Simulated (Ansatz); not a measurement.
# HgH: what the fields show

Input

```
crystal:
  lattice:
    - [3.7036326428, 0.1041355335, 0.0567786335]
    - [0.1635958509, 8.3375534446, -0.0986697705]
    - [-1.795028629, -0.1065927907, 3.2424972837]
  atoms:
    - { symbol: Hg, position: [0.8784837391, 0.2492840861, 0.8690787693] }
    - { symbol: Hg, position: [0.3737969652, 0.7502674721, 0.3768504424] }
    - { symbol: H, position: [0.1970980154, -0.095736904, 0.5549904404] }
    - { symbol: H, position: [0.5503538855, 0.5961853458, 0.1988129531] }
basis:
  ecutwfc: 420
kpoints:
  mp_grid: { grid: [8, 4, 8] }
hamiltonian:
  xc: pbe
scf:
  occupations: { method: gaussian, width: 0.02 }
output:
  forces: true
  stress: true
  eigenvalues: true
  write_density: true
  write_potential: true
  elf: true
  volumetric_format: npy
relax:
  adjacent_minimum: "off"
  f_tol: 0.025
  max_steps: 70
  cell: { stress_tol: 0.12 }
```

Run with:

```sh
ansatz run input.yaml --threads 2 --pin off --max-ram 5120MiB --backend cpu --events-out ev --progress --plain --runs-dir out
```

Below, planes, directions and counts refer to the standardised cell (a = 6.36 Å, b = 3.81 Å, c = 8.34 Å, α = 90.06°, β = 93.21°, γ = 89.96°).

The fields are those of the relaxed geometry.

Space group P1; a structure from a database of computed crystals, not necessarily the ambient phase.

These are results of DFT PBE, scalar-relativistic, plane waves, PAW in Ansatz 0.2.0, not measurements.

In a PAW calculation such maps are meaningful between the atoms, not at the nuclei.

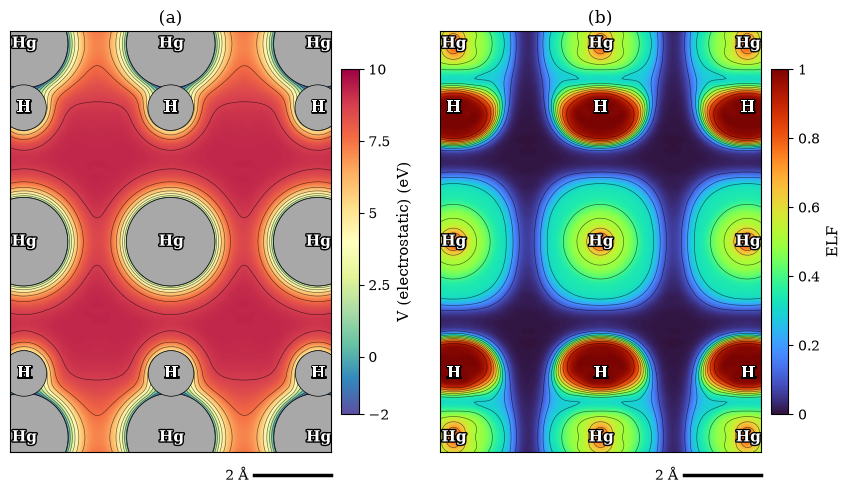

Figure 1. (a) electrostatic potential energy of an electron; (b) ELF on the (101̄) plane of the standardised cell. Grey discs cover the atomic cores in the potential map.

Describe what can be read from this map.

Atoms in the plane: Hg and H. Hg–H (1.66 Å): the ELF climbs to about 1 towards the hydrogen. The features right at Hg lie inside the PAW spheres, where the map follows smoothed inner orbitals and isn't to be read closely. Outside the cores the potential energy rises away from the atoms and is highest about 2.4 Å from the nearest atoms; its zero is arbitrary.

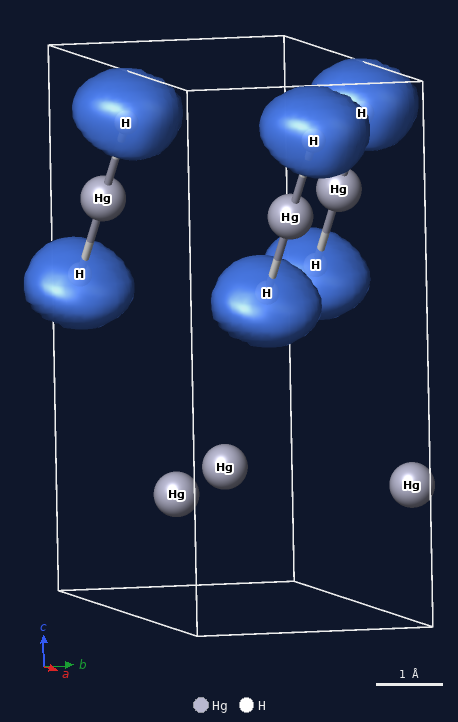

Figure 2. Isosurface of the ELF at 0.9 (blue), seen slightly off an axis. Only the valence region is drawn (cores and ρ < 0.01 e/Å³ removed). Sticks mark near contacts.

Where are the electrons localised?

The surface consists of four regions around hydrogen nuclei, counted in one cell of 8 atoms. Regions shared between cells count once.

Does the calculation make it a metal, or give it a gap?

It is gapped, with a Kohn–Sham gap of 1.6 eV on the k-point mesh (the band edges may lie off the mesh, which would make the gap smaller).
